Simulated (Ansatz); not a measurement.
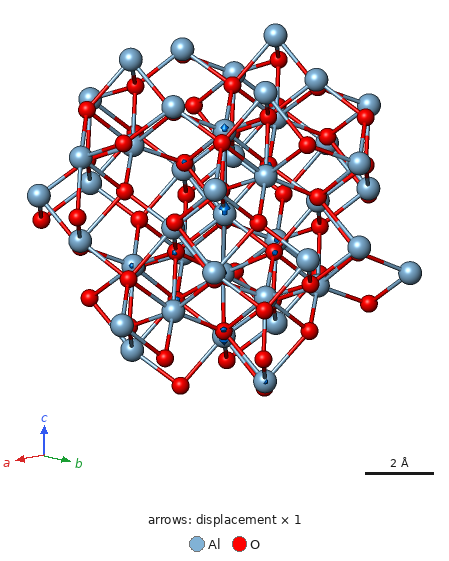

This is a relaxation of a defect cell of composition Al$_{49}$O$_{72}$ (cell charge +2). The starting structure is drawn; blue arrows show the displacements, at their true length.

A ball-and-stick model of the atoms within 5.8 Å of the atom that moves most (axes of the cell of the calculation (origin shifted)), seen from a free direction.

The calculation used DFT, PBEsol, PAW, plane waves in Ansatz 0.2.0. Set-up: plane-wave cutoff 420 eV; k-point mesh 1 × 1 × 1; mesh shifted by (0.25, 0.25, 0.25); collinear spin; atoms relaxed in a fixed cell; force threshold 0.03 eV/Å; at most 80 steps.

### Atoms of which element are displaced furthest, and by how much?

Aluminium: up to 0.46 Å, against 0.20 Å for oxygen.

### What did the optimiser do to the structure, and how much energy did it gain?

The energy falls by 7.485 eV per cell of the calculation in 8 geometry steps. Largest force component: 14 eV/Å at the start, 0.02 eV/Å at the end. The largest move is that of an Al atom, 0.46 Å along +c. Largest moves by element: Al 0.46 Å, O 0.20 Å. The cell stays as it was. Among the contacts that change: Al–Al 1.941 → 2.386 Å, Al–O 1.880 → 2.279 Å, Al–O 1.896 → 2.288 Å, Al–Al 1.926 → 2.252 Å. Bond angles that change, for instance: Al–O–Al 59.4° → 76.3°, Al–O–Al 62.6° → 76.3°, Al–O–Al 92.8° → 80.9°.

Limits of the set-up: the cell is charged, on a uniform background, and energies carry no finite-size correction.
